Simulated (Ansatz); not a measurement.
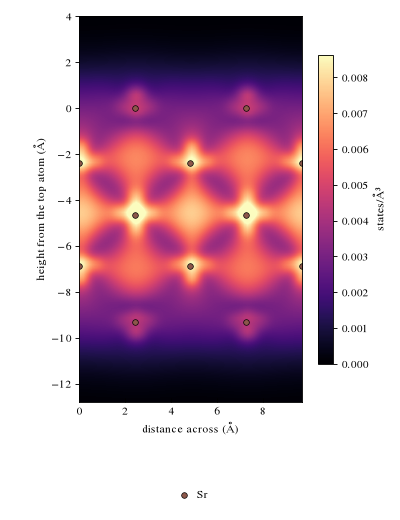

Density of all states between −0.25 and 0.00 eV (zero: the Fermi level) of Sr(100) (Im-3m bulk, 5 atomic planes (those closer than 0.6 Å count as one), 9 Å): side view, averaged along the second cell vector.

The picture shows the smooth PAW orbitals' density alone; the shares below count all of it.

All numbers here come from DFT PBE, scalar-relativistic, plane waves, PAW in Ansatz 0.2.0. Cutoff 420 eV, 18 × 18 k-points, Gaussian smearing 0.1 eV, dipole correction. The slab is a cut without reconstruction beyond its cell, at the source's lattice constants, with its lower half held fixed and the rest relaxed. Relaxation changes the spacing of inner planes by up to 7 %, all the same way; the held half keeps the source's spacing. This isn't the element's usual fcc form. No spin polarisation. The run warns that the functional's potential is rough in the thin density of the vacuum, where the tip is; weak contrasts and barriers may feel it.

```xyz
5
Lattice="4.8500 0.0000 0.0000 0.0000 4.8500 0.0000 0.0000 0.0000 26.7000" Properties=species:S:1:pos:R:3 pbc="T T T"
Sr    2.4250    2.4250    8.5000
Sr    0.0000    0.0000   10.9250
Sr    2.4250    2.4250   13.1814
Sr    0.0000    0.0000   15.4347
Sr    2.4250    2.4250   17.8211
```

> How is this energy window spread over the atomic planes?

The window holds 1.3 states per cell. Shares by plane (space cut midway between planes), top to bottom: Sr 15 %, Sr 23 %, Sr 25 %, Sr 22 %, Sr 15 %; the outer planes' shares include the vacuum, and density in a gap between layers is shared out between the planes on either side.
